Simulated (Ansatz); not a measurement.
**BeS: density, localisation and related maps**

Input file:

```
crystal:
  lattice:
    - [6.2094191658, 0.0, 0.0]
    - [0.0, 3.4952936425, 0.0]
    - [0.0, 0.0, 5.9567076928]
  atoms:
    - { symbol: Be, position: [0.8529453759, 0.75, 0.4098079008] }
    - { symbol: Be, position: [0.6470546241, 0.25, 0.9098079008] }
    - { symbol: Be, position: [0.3529453759, 0.75, 0.0901920992] }
    - { symbol: Be, position: [0.1470546241, 0.25, 0.5901920992] }
    - { symbol: S, position: [0.800192021, 0.25, 0.5979687868] }
    - { symbol: S, position: [0.699807979, 0.75, 0.0979687868] }
    - { symbol: S, position: [0.300192021, 0.25, 0.9020312132] }
    - { symbol: S, position: [0.199807979, 0.75, 0.4020312132] }
basis:
  ecutwfc: 420
kpoints:
  mp_grid: { grid: [4, 6, 4] }
hamiltonian:
  xc: pbe
scf:
  occupations: { method: fixed }
output:
  forces: true
  stress: true
  eigenvalues: true
  write_density: true
  write_potential: true
  elf: true
  volumetric_format: npy
relax:
  adjacent_minimum: "off"
  f_tol: 0.001
  max_steps: 60
  cell: { stress_tol: 0.01 }
```

Run with:

```sh
ansatz run input.yaml --threads 1 --pin off --max-ram 2560MiB --backend cpu --events-out ev --progress --plain --runs-dir out
```

Below, planes, directions and counts refer to the conventional cell (a = 6.21 Å, b = 3.50 Å, c = 5.96 Å, α = 90.00°, β = 90.00°, γ = 90.00°).

The fields are those of the relaxed geometry.

Space group Pnma; a structure generated by program, which may or may not match a known phase.

All numbers below come from DFT PBE, scalar-relativistic, plane waves, PAW (Ansatz).

The density is the valence pseudo-density of a PAW calculation; it isn't the true density close to the nuclei.

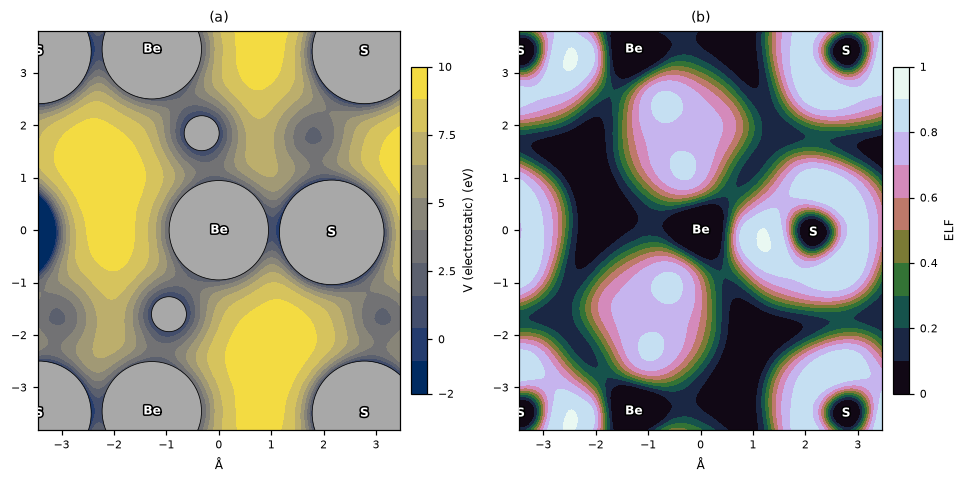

Figure 1. (a) electrostatic potential energy of an electron; (b) ELF on the (011̄) plane of the conventional cell. Grey discs cover the atomic cores in the potential map.

Question: Interpret the plot.

Answer: Atoms in the plane: Be and S. Atoms just off the plane (S, 0.9 Å away) can leave unmarked features too. Be–S (2.15 Å): the ELF peaks at about 0.90 in the valence shell of S, 1.0 Å from its nucleus, and is about 0.90 at the midpoint. Outside the cores the potential energy rises away from the atoms and is highest about 2.1 Å from the nearest atoms; its zero is arbitrary.

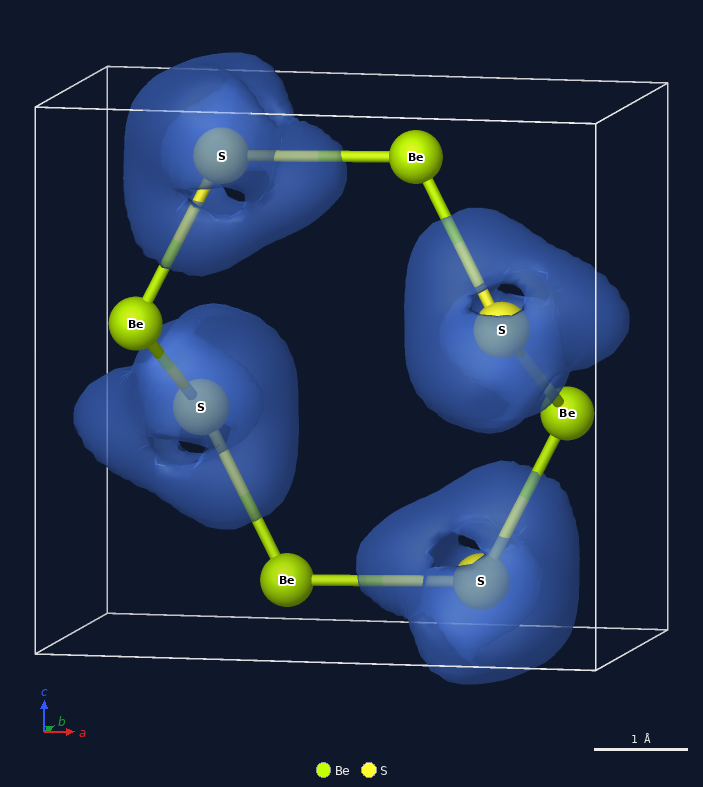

Figure 2. Isosurface of the ELF at 0.8 (blue), seen slightly off an axis. Core shells and regions of very low density are left out. Sticks mark near contacts.

Question: Where are the electrons localised?

Answer: The surface consists of four regions wrapped around S (the valence shell of each), counted in one cell of 8 atoms. Regions shared between cells count once. Along the contacts the grid gives the following. Be–S (2.09 Å): the ELF peaks at about 0.95 between the atoms: a polar covalent bond.

Question: Metal or insulator at this level of theory?

Answer: It is gapped, with a Kohn–Sham gap of 4.1 eV on the k-point mesh (the band edges may lie off the mesh, which would make the gap smaller).
